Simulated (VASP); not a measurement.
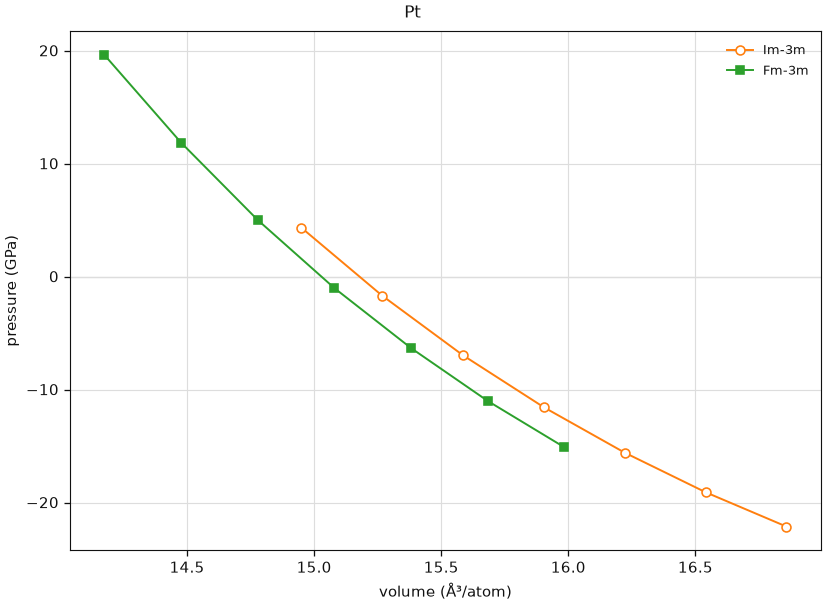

Method: plane-wave DFT, no spin polarisation; energies at scaled volumes of the given cell, shape and fractions fixed, counted from the fit's minimum, third-order Birch-Murnaghan fit (VASP 6.6.1). Level: PBEsol.

- k mesh: 12×12×12
- occupations: Fermi–Dirac
- smearing width: 0.05 eV
- potentials: VASP PAW PBE potentials, recommended
- wave cutoff: 520 eV

Figure. Pressure against volume, with one curve for each structure, for Pt.

The fitted equilibrium volumes, smallest first, are Fm-3m 15.033, Im-3m 15.181 Å³/atom. The fitted bulk moduli, smallest first, are Im-3m 279.2, Fm-3m 287.6 GPa. For Im-3m, the pressure falls from 4.33 GPa at volume 14.95 Å³/atom to −22.13 GPa at 16.86 Å³/atom, and changes sign near 15.18 Å³/atom. For Fm-3m, the pressure falls from 19.62 GPa at volume 14.18 Å³/atom to −15.11 GPa at 15.98 Å³/atom, and changes sign near 15.03 Å³/atom.

Limits of the calculation: spin-orbit coupling left out, heavy elements.
